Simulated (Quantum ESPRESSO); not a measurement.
Single-point calculation of Ge

The run: single-point calculation of Ge (Fd-3m, 2 atoms in the cell). Method and program: Kohn-Sham DFT of a periodic cell, PBE, SSSP 1.3 efficiency PBE, no spin polarisation (Quantum ESPRESSO 7.5).

The structure derives from an entry of the Crystallography Open Database. The volume is scaled by 1.06.

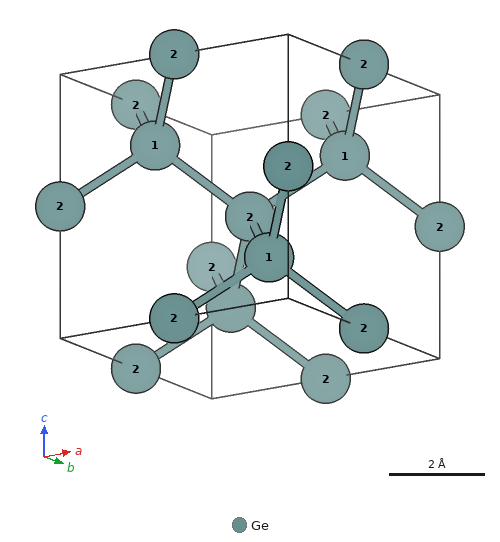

Figure 1. The input geometry (ball-and-stick view of the cell 4 times as large as that of the calculation, set on its symmetry axes, seen at an oblique angle; atoms are numbered from 1 in the order of the input). Near neighbours in the crystal (not all of them lie inside the picture): Ge has 4 Ge at 2.50 Å.

### Results in brief

| quantity | value |
| --- | --- |
| outcome | converged |
| space group (tolerance 0.01 Å) | Fd-3m (227) |
| electrons treated | 28 |
| free energy | −5813.7323 eV |
| Fermi energy | 7.679 eV |
| gap on the k-point mesh | none (metallic) |
| pressure | −0.25 GPa |
| largest force (length of the vector) | under 0.001 eV/Å |
| hardware | 1 thread of Intel Xeon (Granite Rapids), 192 GiB of memory available, shared host |
| wall time | 22 s |
| peak memory | 0.25 GiB |

### Input
```
&CONTROL
  calculation = 'scf'
  prefix = 'pwscf'
  outdir = './tmp'
  pseudo_dir = './pseudo'
  tprnfor = .true.
  tstress = .true.
  disk_io = 'nowf'
/
&SYSTEM
  ibrav = 0
  nat = 2
  ntyp = 1
  ecutwfc = 55
  ecutrho = 440
  nbnd = 21
  occupations = 'smearing'
  smearing = 'fd'
  degauss = 0.00367493
/
&ELECTRONS
  conv_thr = 4d-10
  electron_maxstep = 120
  mixing_beta = 0.5
/
ATOMIC_SPECIES
Ge    72.6300 ge_pbe_v1.4.uspp.F.UPF
CELL_PARAMETERS angstrom
   0.0000000000    2.8843929095    2.8843929095
   2.8843929095    0.0000000000    2.8843929095
   2.8843929095    2.8843929095    0.0000000000
ATOMIC_POSITIONS crystal
Ge     0.7500000000    0.7500000000    0.7500000000
Ge     0.5000000000    0.5000000000    0.5000000000
K_POINTS automatic
8 8 8 0 0 0
```

Command:
```bash
OMP_NUM_THREADS=1 pw.x -in pw.in > pw.out
```

### The program's output
```
This program is part of the open-source Quantum ESPRESSO suite
     for quantum simulation of materials; please cite
         "P. Giannozzi et al., J. Phys.:Condens. Matter 21 395502 (2009);
         "P. Giannozzi et al., J. Phys.:Condens. Matter 29 465901 (2017);
         "P. Giannozzi et al., J. Chem. Phys. 152 154105 (2020);
          URL
     in publications or presentations arising from this work. More details at

     Message from routine setup:
     using ibrav=0 with symmetry is DISCOURAGED, use correct ibrav instead

     Subspace diagonalization in iterative solution of the eigenvalue problem:
     a serial algorithm will be used

     G-vector sticks info
     --------------------
     sticks:   dense  smooth     PW     G-vecs:    dense   smooth      PW
     Sum        1801     913    265                50629    17933    2891

     Using Slab Decomposition

     bravais-lattice index     =            0
     lattice parameter (alat)  =       7.7085  a.u.
     unit-cell volume          =     323.8843 (a.u.)^3
     number of atoms/cell      =            2
     number of atomic types    =            1
     number of electrons       =        28.00
     number of Kohn-Sham states=           21
     kinetic-energy cutoff     =      55.0000  Ry
     charge density cutoff     =     440.0000  Ry
     scf convergence threshold =      4.0E-10
     mixing beta               =       0.5000
     number of iterations used =            8  plain     mixing
     Exchange-correlation=  SLA  PW   PBX  PBC
                           (   1   4   3   4   0   0   0)

     celldm(1)=   7.708472  celldm(2)=   0.000000  celldm(3)=   0.000000
     celldm(4)=   0.000000  celldm(5)=   0.000000  celldm(6)=   0.000000

     crystal axes: (cart. coord. in units of alat)
               a(1) = (   0.000000   0.707107   0.707107 )
               a(2) = (   0.707107   0.000000   0.707107 )
               a(3) = (   0.707107   0.707107   0.000000 )

     reciprocal axes: (cart. coord. in units 2 pi/alat)
               b(1) = ( -0.707107  0.707107  0.707107 )
               b(2) = (  0.707107 -0.707107  0.707107 )
               b(3) = (  0.707107  0.707107 -0.707107 )

     PseudoPot. # 1 for Ge read from file:
     ge_pbe_v1.4.uspp.F.UPF
     Pseudo is Ultrasoft + core correction, Zval = 14.0
     Generated by new atomic code, or converted to UPF format
     Using radial grid of  873 points,  6 beta functions with:
                l(1) =   0
                l(2) =   0
                l(3) =   1
                l(4) =   1
                l(5) =   2
                l(6) =   2
     Q(r) pseudized with  8 coefficients,  rinner =    1.400   1.400   1.400
                                                       1.400   1.400

     atomic species   valence    mass     pseudopotential
     Ge               14.00    72.63000     Ge( 1.00)

     48 Sym. Ops., with inversion, found (24 have fractional translation)

   Cartesian axes

     site n.     atom                  positions (alat units)
         1        Ge     tau(   1) = (   1.0606602   1.0606602   1.0606602  )
         2        Ge     tau(   2) = (   0.7071068   0.7071068   0.7071068  )

     number of k points=    29  Fermi-Dirac smearing, width (Ry)=  0.0037
                       cart. coord. in units 2pi/alat
        k(    1) = (   0.0000000   0.0000000   0.0000000), wk =   0.0039062
        k(    2) = (   0.0883883   0.0883883  -0.0883883), wk =   0.0312500
        k(    3) = (   0.1767767   0.1767767  -0.1767767), wk =   0.0312500
        k(    4) = (   0.2651650   0.2651650  -0.2651650), wk =   0.0312500
        k(    5) = (  -0.3535534  -0.3535534   0.3535534), wk =   0.0156250
        k(    6) = (   0.1767767   0.0000000   0.0000000), wk =   0.0234375
        k(    7) = (   0.2651650   0.0883883  -0.0883883), wk =   0.0937500
        k(    8) = (   0.3535534   0.1767767  -0.1767767), wk =   0.0937500
        k(    9) = (  -0.2651650  -0.4419417   0.4419417), wk =   0.0937500
        k(   10) = (  -0.1767767  -0.3535534   0.3535534), wk =   0.0937500
        k(   11) = (  -0.0883883  -0.2651650   0.2651650), wk =   0.0937500
        k(   12) = (   0.0000000  -0.1767767   0.1767767), wk =   0.0468750
        k(   13) = (   0.3535534   0.0000000   0.0000000), wk =   0.0234375
        k(   14) = (   0.4419417   0.0883883  -0.0883883), wk =   0.0937500
        k(   15) = (  -0.1767767  -0.5303301   0.5303301), wk =   0.0937500
        k(   16) = (  -0.0883883  -0.4419417   0.4419417), wk =   0.0937500
        k(   17) = (   0.0000000  -0.3535534   0.3535534), wk =   0.0468750
        k(   18) = (   0.5303301   0.0000000   0.0000000), wk =   0.0234375
        k(   19) = (  -0.0883883  -0.6187184   0.6187184), wk =   0.0937500
        k(   20) = (   0.0000000  -0.5303301   0.5303301), wk =   0.0468750
        k(   21) = (  -0.7071068   0.0000000   0.0000000), wk =   0.0117188
        k(   22) = (   0.3535534   0.1767767   0.0000000), wk =   0.0937500
        k(   23) = (  -0.2651650  -0.4419417   0.6187184), wk =   0.1875000
        k(   24) = (  -0.1767767  -0.3535534   0.5303301), wk =   0.0937500
        k(   25) = (  -0.1767767  -0.5303301   0.7071068), wk =   0.0937500
        k(   26) = (  -0.0883883  -0.4419417   0.6187184), wk =   0.1875000
        k(   27) = (   0.0000000  -0.3535534   0.5303301), wk =   0.0937500
        k(   28) = (  -0.7071068   0.1767767   0.0000000), wk =   0.0468750
        k(   29) = (  -0.7071068   0.3535534   0.0000000), wk =   0.0234375

     Dense  grid:    50629 G-vectors     FFT dimensions: (  60,  60,  60)

     Smooth grid:    17933 G-vectors     FFT dimensions: (  40,  40,  40)

     Check: negative core charge=   -0.000001

     Initial potential from superposition of free atoms

     starting charge      27.9983, renormalised to      28.0000
     Starting wfcs are   18 randomized atomic wfcs +    3 random wfcs

     Self-consistent Calculation

     iteration #  1     ecut=    55.00 Ry     beta= 0.50
     Davidson diagonalization with overlap
     ethr =  1.00E-02,  avg # of iterations =  4.6

     Threshold (ethr) on eigenvalues was too large:
     Diagonalizing with lowered threshold

     Davidson diagonalization with overlap
     ethr =  1.10E-04,  avg # of iterations =  2.4

     total energy              =    -427.30151558 Ry
     estimated scf accuracy    <       0.03128394 Ry

     iteration #  2     ecut=    55.00 Ry     beta= 0.50
     Davidson diagonalization with overlap
     ethr =  1.12E-04,  avg # of iterations =  1.0

     total energy              =    -427.30120192 Ry
     estimated scf accuracy    <       0.00622070 Ry

     iteration #  3     ecut=    55.00 Ry     beta= 0.50
     Davidson diagonalization with overlap
     ethr =  2.22E-05,  avg # of iterations =  1.8

     total energy              =    -427.30142744 Ry
     estimated scf accuracy    <       0.00005317 Ry

     iteration #  4     ecut=    55.00 Ry     beta= 0.50
     Davidson diagonalization with overlap
     ethr =  1.90E-07,  avg # of iterations =  3.6

     total energy              =    -427.30143850 Ry
     estimated scf accuracy    <       0.00000288 Ry

     iteration #  5     ecut=    55.00 Ry     beta= 0.50
     Davidson diagonalization with overlap
     ethr =  1.03E-08,  avg # of iterations =  2.1

     total energy              =    -427.30143932 Ry
     estimated scf accuracy    <       0.00000049 Ry

     iteration #  6     ecut=    55.00 Ry     beta= 0.50
     Davidson diagonalization with overlap
     ethr =  1.76E-09,  avg # of iterations =  1.7

     total energy              =    -427.30143935 Ry
     estimated scf accuracy    <       0.00000008 Ry

     iteration #  7     ecut=    55.00 Ry     beta= 0.50
     Davidson diagonalization with overlap
     ethr =  2.95E-10,  avg # of iterations =  2.0

     total energy              =    -427.30143937 Ry
     estimated scf accuracy    <          4.8E-10 Ry

     iteration #  8     ecut=    55.00 Ry     beta= 0.50
     Davidson diagonalization with overlap
     ethr =  1.73E-12,  avg # of iterations =  4.0

     End of self-consistent calculation

          k = 0.0000 0.0000 0.0000 (  2229 PWs)   bands (ev):

   -17.0069 -17.0069 -17.0069 -16.9757 -16.9757 -16.7940 -16.7940 -16.7940
   -16.7857 -16.7857  -4.6192   7.2327   7.7219   7.7219   7.7219  10.2467
    10.2467  10.2467  14.0097  17.0133  17.0133

          k = 0.0884 0.0884-0.0884 (  2205 PWs)   bands (ev):

   -17.0138 -17.0138 -17.0047 -16.9661 -16.9661 -16.8055 -16.8055 -16.7965
   -16.7757 -16.7757  -4.4394   5.2699   7.4126   7.4126   8.5097  10.6647
    10.6647  11.0394  14.8954  16.1885  16.1885

          k = 0.1768 0.1768-0.1768 (  2214 PWs)   bands (ev):

   -17.0225 -17.0225 -16.9993 -16.9514 -16.9514 -16.8179 -16.8179 -16.8027
   -16.7664 -16.7664  -3.9190   3.0677   6.8993   6.8993   8.2037  11.2754
    11.2754  13.0281  15.6367  15.9422  15.9422

          k = 0.2652 0.2652-0.2652 (  2229 PWs)   bands (ev):

   -17.0270 -17.0270 -16.9938 -16.9423 -16.9423 -16.8246 -16.8246 -16.8091
   -16.7615 -16.7615  -3.1629   1.2395   6.5326   6.5326   7.8597  11.4497
    11.4497  14.8506  15.6902  17.0297  17.0297

          k =-0.3536-0.3536 0.3536 (  2252 PWs)   bands (ev):

   -17.0282 -17.0282 -16.9914 -16.9397 -16.9397 -16.8262 -16.8262 -16.8118
   -16.7601 -16.7601  -2.6688   0.3799   6.4046   6.4046   7.7343  11.4309
    11.4309  14.8197  17.9192  18.1207  18.6332

          k = 0.1768 0.0000 0.0000 (  2213 PWs)   bands (ev):

   -17.0130 -17.0119 -17.0119 -16.9681 -16.9557 -16.8242 -16.7926 -16.7867
   -16.7867 -16.7720  -4.3784   5.1811   6.9157   6.9157   9.6273   9.6325
    11.3571  11.3571  15.0468  15.1740  17.2705

          k = 0.2652 0.0884-0.0884 (  2227 PWs)   bands (ev):

   -17.0249 -17.0190 -17.0040 -16.9562 -16.9387 -16.8418 -16.8065 -16.7899
   -16.7743 -16.7635  -3.9667   3.5321   6.2893   6.3873   9.5309  10.1655
    12.1480  12.4367  14.8683  16.4488  17.0907

          k = 0.3536 0.1768-0.1768 (  2243 PWs)   bands (ev):

   -17.0344 -17.0256 -16.9912 -16.9431 -16.9281 -16.8495 -16.8199 -16.8037
   -16.7644 -16.7538  -3.2652   1.7179   5.6341   6.0868   9.1946  10.9401
    12.3486  13.2220  16.3076  16.8177  17.8367

          k =-0.2652-0.4419 0.4419 (  2236 PWs)   bands (ev):

   -17.0384 -17.0300 -16.9804 -16.9332 -16.9298 -16.8431 -16.8313 -16.8171
   -16.7578 -16.7497  -2.5737   0.4788   5.2005   6.0802   8.9647  11.2250
    12.1115  14.7164  16.4857  18.1802  18.6320

          k =-0.1768-0.3536 0.3536 (  2237 PWs)   bands (ev):

   -17.0363 -17.0321 -16.9790 -16.9390 -16.9284 -16.8388 -16.8267 -16.8236
   -16.7549 -16.7528  -2.7623   0.7827   5.0755   6.3587   8.9657  11.4592
    11.8255  14.8427  16.3962  16.5670  18.2229

          k =-0.0884-0.2652 0.2652 (  2219 PWs)   bands (ev):

   -17.0303 -17.0286 -16.9888 -16.9490 -16.9342 -16.8363 -16.8227 -16.8055
   -16.7633 -16.7567  -3.5275   2.2955   5.3254   6.8532   9.1588  11.4170
    11.5906  13.2101  15.2508  16.4262  17.7849

          k = 0.0000-0.1768 0.1768 (  2227 PWs)   bands (ev):

   -17.0233 -17.0176 -17.0012 -16.9598 -16.9501 -16.8231 -16.8141 -16.7884
   -16.7790 -16.7638  -4.1439   4.0494   6.1093   7.3616   9.1904  10.7889
    10.9052  12.3022  15.2254  15.9789  16.2055

          k = 0.3536 0.0000 0.0000 (  2221 PWs)   bands (ev):

   -17.0229 -17.0229 -17.0115 -16.9468 -16.9169 -16.8690 -16.8124 -16.7739
   -16.7700 -16.7700  -3.6642   2.9815   5.8250   5.8250   8.7872  10.3093
    13.3278  13.3278  14.5536  17.5682  18.0434

          k = 0.4419 0.0884-0.0884 (  2229 PWs)   bands (ev):

   -17.0352 -17.0287 -16.9952 -16.9318 -16.8997 -16.8866 -16.8275 -16.7935
   -16.7606 -16.7533  -3.0435   1.7101   5.0549   5.4938   9.0227  10.3228
    13.2846  13.9438  16.5430  18.4032  18.7137

          k =-0.1768-0.5303 0.5303 (  2226 PWs)   bands (ev):

   -17.0461 -17.0335 -16.9739 -16.9171 -16.9000 -16.8838 -16.8441 -16.8163
   -16.7533 -16.7411  -2.2691   0.4934   4.2339   5.4777   9.1357  11.7442
    13.0241  13.7436  17.3622  18.7902  18.9810

          k =-0.0884-0.4419 0.4419 (  2239 PWs)   bands (ev):

   -17.0489 -17.0362 -16.9631 -16.9151 -16.9075 -16.8652 -16.8568 -16.8279
   -16.7496 -16.7385  -2.1224   0.3011   3.8413   5.7768   9.3000  12.5347
    13.2212  14.2343  15.2271  16.5737  19.2831

          k = 0.0000-0.3536 0.3536 (  2239 PWs)   bands (ev):

   -17.0420 -17.0355 -16.9689 -16.9378 -16.9148 -16.8532 -16.8352 -16.8262
   -16.7507 -16.7473  -2.8452   1.3001   4.1165   6.3150   9.5620  12.3754
    12.6331  12.8514  15.3153  16.8871  19.2343

          k = 0.5303 0.0000 0.0000 (  2237 PWs)   bands (ev):

   -17.0327 -17.0327 -16.9940 -16.9173 -16.9152 -16.8722 -16.8425 -16.7942
   -16.7543 -16.7543  -2.5043   0.9099   5.0974   5.0974   8.3739   9.3142
    15.4155  15.4155  16.4955  19.3362  19.6595

          k =-0.0884-0.6187 0.6187 (  2239 PWs)   bands (ev):

   -17.0421 -17.0358 -16.9718 -16.9311 -16.8977 -16.8605 -16.8578 -16.8175
   -16.7495 -16.7438  -1.7250  -0.0775   4.4002   5.0139   8.6790   9.6671
    15.2514  15.6845  17.8352  19.1328  19.3000

          k = 0.0000-0.5303 0.5303 (  2245 PWs)   bands (ev):

   -17.0507 -17.0373 -16.9595 -16.9095 -16.8884 -16.8763 -16.8724 -16.8298
   -16.7477 -16.7355  -1.4123  -0.3870   3.6861   5.2600   8.9118  11.6848
    14.5839  14.8141  15.6194  17.3533  20.6942

          k =-0.7071 0.0000 0.0000 (  2232 PWs)   bands (ev):

   -17.0365 -17.0365 -16.9612 -16.9612 -16.8785 -16.8785 -16.8290 -16.8290
   -16.7481 -16.7481  -0.9520  -0.9520   4.8468   4.8468   8.5440   8.5440
    16.7559  16.7559  18.7582  18.7582  20.2040

          k = 0.3536 0.1768 0.0000 (  2227 PWs)   bands (ev):

   -17.0314 -17.0296 -16.9922 -16.9449 -16.9206 -16.8603 -16.8175 -16.7998
   -16.7622 -16.7562  -3.4528   2.3899   5.0623   6.2090  10.0594  10.2694
    12.3428  13.0537  15.5220  17.5648  17.8232

          k =-0.2652-0.4419 0.6187 (  2234 PWs)   bands (ev):

   -17.0418 -17.0350 -16.9734 -16.9320 -16.9098 -16.8680 -16.8316 -16.8205
   -16.7524 -16.7463  -2.6965   1.0322   4.4006   5.7668  10.0163  11.0638
    12.5330  13.6653  16.7568  17.1035  18.9488

          k =-0.1768-0.3536 0.5303 (  2226 PWs)   bands (ev):

   -17.0463 -17.0362 -16.9649 -16.9225 -16.9110 -16.8637 -16.8456 -16.8274
   -16.7504 -16.7411  -2.1815   0.2723   4.2182   5.5688   9.9385  11.1245
    13.2973  14.3951  15.3796  18.4871  18.8401

          k =-0.1768-0.5303 0.7071 (  2221 PWs)   bands (ev):

   -17.0396 -17.0389 -16.9756 -16.9161 -16.9046 -16.8815 -16.8440 -16.8134
   -16.7479 -16.7475  -2.3470   0.7134   4.4535   5.0279   9.6068  10.1992
    13.1317  15.2845  17.4794  17.8677  20.0105

          k =-0.0884-0.4419 0.6187 (  2234 PWs)   bands (ev):

   -17.0491 -17.0411 -16.9534 -16.9065 -16.8999 -16.8786 -16.8623 -16.8344
   -16.7447 -16.7372  -1.6242  -0.1402   3.8644   4.8493   9.9738  11.7782
    12.7031  14.5152  16.3457  18.9689  19.4343

          k = 0.0000-0.3536 0.5303 (  2240 PWs)   bands (ev):

   -17.0495 -17.0406 -16.9542 -16.9122 -16.8901 -16.8863 -16.8584 -16.8341
   -16.7454 -16.7374  -1.9315   0.2039   3.7245   5.1846  10.2843  12.0962
    12.5738  14.2194  15.7094  17.1465  20.5842

          k =-0.7071 0.1768 0.0000 (  2236 PWs)   bands (ev):

   -17.0429 -17.0429 -16.9452 -16.9452 -16.8799 -16.8799 -16.8429 -16.8429
   -16.7425 -16.7425  -0.9122  -0.9122   4.4222   4.4222   9.6582   9.6582
    15.0109  15.0109  18.3288  18.3288  20.2161

          k =-0.7071 0.3536 0.0000 (  2244 PWs)   bands (ev):

   -17.0480 -17.0480 -16.9256 -16.9256 -16.8846 -16.8846 -16.8573 -16.8573
   -16.7379 -16.7379  -0.8706  -0.8706   4.0890   4.0890  11.8111  11.8111
    12.3975  12.3975  18.2898  18.2898  20.2874

     the Fermi energy is     7.6790 ev

!    total energy              =    -427.30143937 Ry
     estimated scf accuracy    <          1.6E-10 Ry
     smearing contrib. (-TS)   =      -0.00008167 Ry
     internal energy E=F+TS    =    -427.30135770 Ry

     The total energy is F=E-TS. E is the sum of the following terms:
     one-electron contribution =    -284.63449261 Ry
     hartree contribution      =     167.60979939 Ry
     xc contribution           =    -116.57494374 Ry
     ewald contribution        =    -193.70172075 Ry

     convergence has been achieved in   8 iterations

     Forces acting on atoms (cartesian axes, Ry/au):

     atom    1 type  1   force =    -0.00000000    0.00000000    0.00000000
     atom    2 type  1   force =     0.00000000   -0.00000000    0.00000000

     Total force =     0.000000     Total SCF correction =     0.000000

     Computing stress (Cartesian axis) and pressure

          total   stress  (Ry/bohr**3)                   (kbar)     P=       -2.48
  -0.00001689  -0.00000000  -0.00000000           -2.48       -0.00       -0.00
  -0.00000000  -0.00001689   0.00000000           -0.00       -2.48        0.00
  -0.00000000   0.00000000  -0.00001689           -0.00        0.00       -2.48

=------------------------------------------------------------------------------=
   JOB DONE.
=------------------------------------------------------------------------------=
```

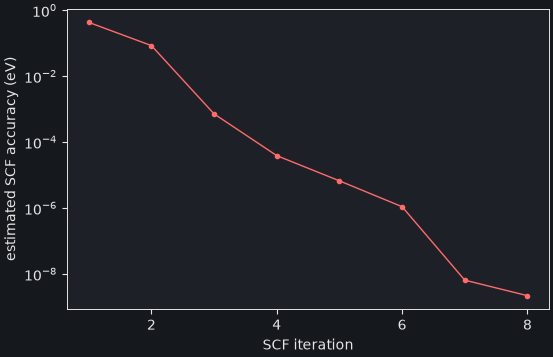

Figure 2. Convergence of the self-consistent field: estimated SCF accuracy against the iteration. The field takes 8 iterations in all.
